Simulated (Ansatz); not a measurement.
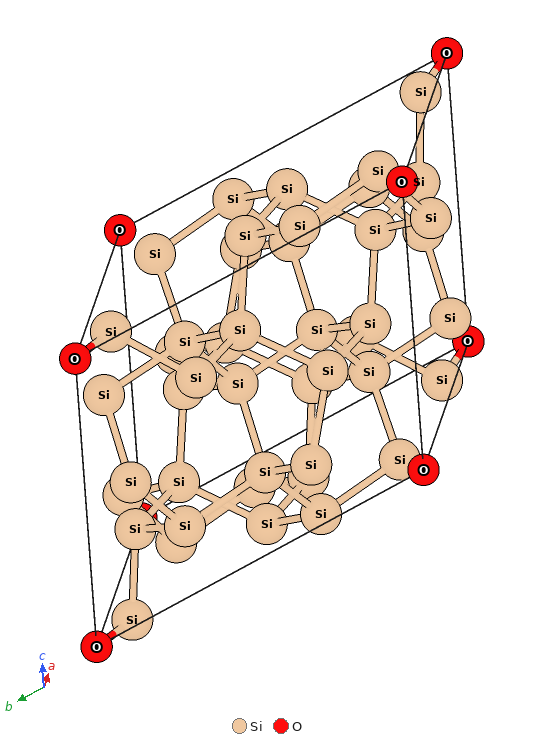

Structure drawing (ball-and-stick), viewed from a general direction. Thin lines show the simulation cell, with boundary atoms drawn in all their periodic places.

What structure is drawn here?

- Formula: Si32O.
- The structure is triclinic, space group P1.
- With Z = 1, the cell contains 32 Si, 1 O.
- About every O there are two Si.
- The bonds build a three-dimensional framework.

Starting structure: a structure listed in the Materials Project, repeated into a supercell with a point defect put in. The cell was then strained or its atoms displaced on purpose. It was run through Ansatz as a DFT input.
